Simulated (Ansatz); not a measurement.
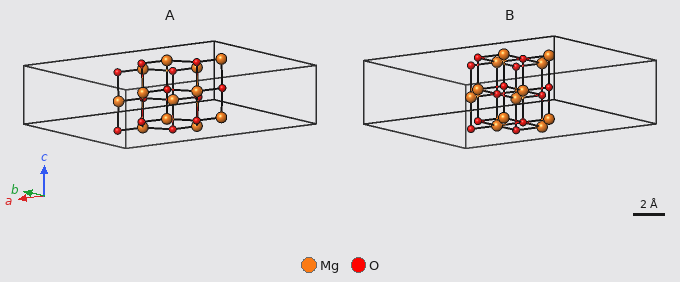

Two geometries of a wire of composition MgO, drawn at one scale. One is the start of a relaxation, the other its converged end. The picture is a ball-and-stick view of the cell of the calculation, with the vacuum cut short, seen from a free direction.

Method: DFT PBE, scalar-relativistic, plane waves, PAW (Ansatz 0.2.0). (plane-wave cutoff 420 eV; k-point mesh 1 × 1 × 8; occupations gaussian; smearing width 0.05 eV; no spin polarisation; cell relaxed at fixed a, b, alpha, beta, gamma; force threshold 0.02 eV/Å; at most 45 steps)

> Which one is relaxed?

Structure A is the relaxed one. Case: wire along [0 0 1], 16 atoms a period. The largest moves relative to the centre of the atoms, 1.16 Å, are those of Mg atoms. By element the largest moves are Mg 1.16 Å, O 1.12 Å. Along the periodic axis the drawn cell goes c 4.254 → 3.917 Å (−7.9 %). Among the contacts that change: Mg–O 2.127 → 4.404 Å, Mg–Mg 3.008 → 2.766 Å, Mg–Mg 3.008 → 2.789 Å, Mg–O 2.127 → 1.961 Å. Bonds break, among them: Mg–O (2.13 → 4.40 Å). Among the angles between lasting bonds that change: Mg–O–Mg 180.0° → 108.3°, O–Mg–O 180.0° → 112.3°, O–Mg–O 90.0° → 127.8°. After 11 accepted moves (13 points after the start) the energy has fallen by 4.489 eV per cell of the calculation. The largest force component goes from 1.5 to 0.0018 eV/Å. The SCF was repeated twice at an unchanged geometry on a basis and grid sized afresh for the cell, which shifted the energy by 22.4 meV per cell of the calculation at most.
